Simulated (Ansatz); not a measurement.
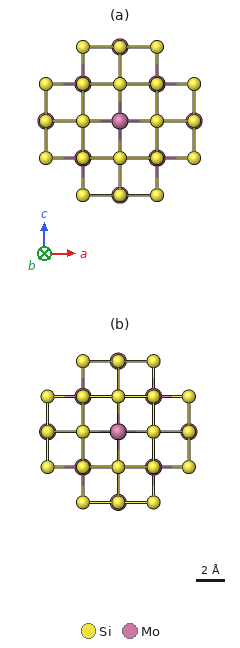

The structure of a crystal of Si3Mo (a generated structure, set up in Im-3m) (coarse preliminary run) before (top) and after (bottom) a relaxation, at one scale.

Style: ball-and-stick. Shown: the conventional cell (2 times the calculation's cell), along the b axis. Lengths and directions refer to the drawn axes.

The calculation used Ansatz, DFT PBE, scalar-relativistic, plane waves, PAW.

Input
```yaml
crystal:
  lattice:
    - [-2.68358552, 2.68358552, 2.68358552]
    - [2.68358552, -2.68358552, 2.68358552]
    - [2.68358552, 2.68358552, -2.68358552]
  atoms:
    - { symbol: Si, position: [0.0, 0.5, 0.5] }
    - { symbol: Si, position: [0.5, 0.0, 0.5] }
    - { symbol: Si, position: [0.5, 0.5, 0.0] }
    - { symbol: Mo, position: [0.0, 0.0, 0.0] }
basis:
  ecutwfc: 420
kpoints:
  mp_grid: { grid: [4, 4, 4] }
hamiltonian:
  xc: pbe
scf:
  occupations: { method: gaussian, width: 0.1 }
  lower_state_search: "off"
output:
  forces: true
  stress: true
  eigenvalues: true
relax:
  adjacent_minimum: "off"
  f_tol: 0.04
  max_steps: 70
  cell: { stress_tol: 0.4 }
```

Run as
```bash
ansatz run input.yaml --threads 1 --pin off --max-ram 2560MiB --backend cpu --events-out ev --progress --plain --runs-dir out
```

What changed between the two?

Answer. The energy falls by 118 meV per atom in 2 accepted moves (3 points after the start). All forces vanish by symmetry, so only the cell relaxes. Pressure: −12.67 GPa at the start and −0.15 GPa at the end. The SCF was repeated once at an unchanged geometry on a basis and grid sized afresh for the cell, which shifted the energy by 0.2 meV per atom at most. The atoms keep their places relative to the cell (all moves are under 0.005 Å). The drawn cell changes as follows: a = b = c 5.367 → 5.115 Å (−4.7 %); the volume changes by −13.4 %. Some distances before and after: Si1–Si2 2.684 → 2.557 Å, Si1–Mo4 2.684 → 2.557 Å. The space group stays Im-3m (No. 229).
